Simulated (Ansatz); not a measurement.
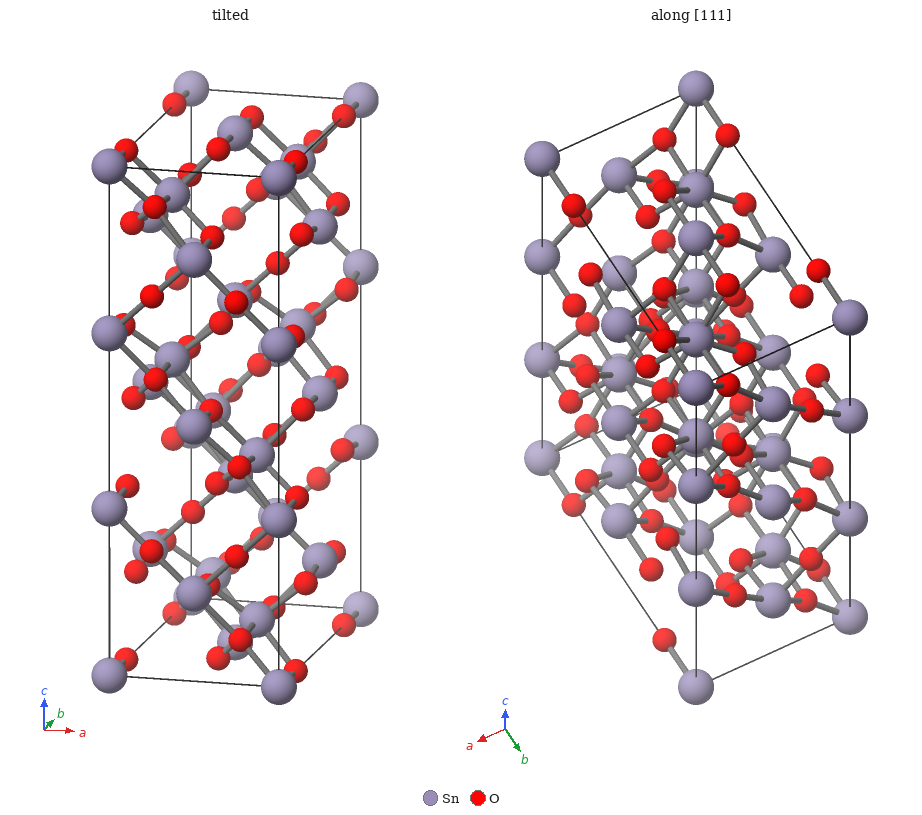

Crystal structure, ball-and-stick style, seen slightly off an axis and along [111]. One conventional unit cell is framed, with atoms on its boundary repeated.

What can be read from this drawing?

The solid is Sn5O12. The lattice is face-centred orthorhombic and the space group F222 (No. 22). There are 68 atoms in the cell: 20 Sn, 48 O. Sn is linked to six O. By contacts within bonding range, the coordination numbers are O 2 to 3 (mean 2.5). The bonds build a three-dimensional framework.

The model was built from a structure listed in the Materials Project. The cell was then strained or its atoms displaced on purpose. It was set up as input for a calculation with Ansatz.
